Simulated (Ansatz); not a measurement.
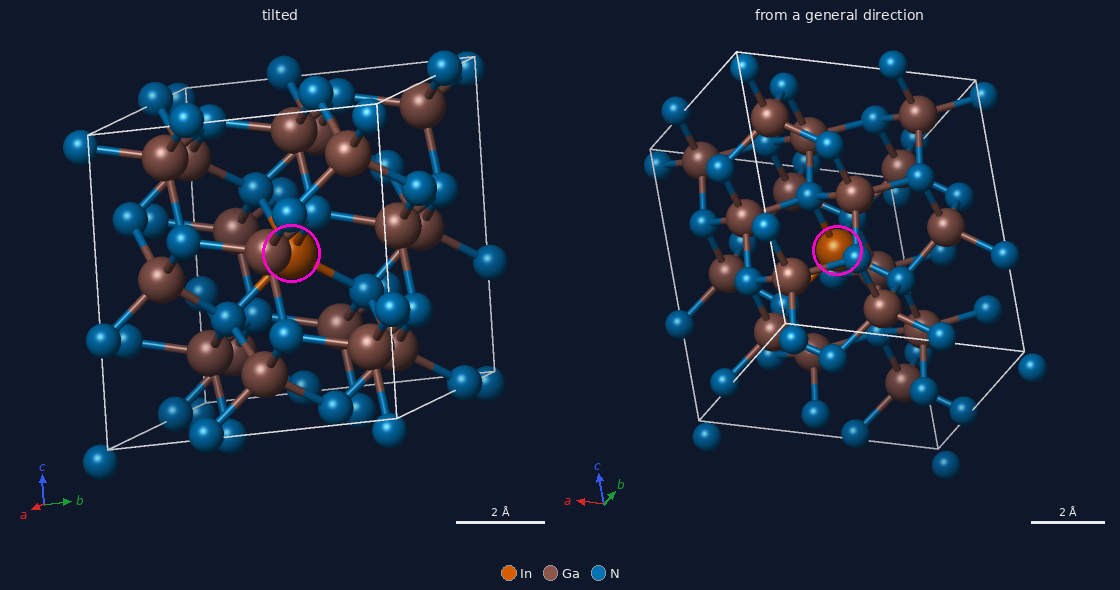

Figure: ball-and-stick view slightly off an axis and from a general direction. The supercell is outlined; an atom on or near a face, edge or corner is repeated at each equivalent position. The host is GaN, in a cell of 36 sites, and the cell is neutral. A ring marks the defect's site.

Question: Which defect is modelled here, and what are its neighbours?

Answer: Indium on a gallium site (a substitutional impurity). It is bonded to four N in a tetrahedral arrangement at about 2.1 Å.

The atoms were relaxed in the host's cell with Ansatz 0.2.0, DFT PBE, scalar-relativistic, plane waves, PAW.
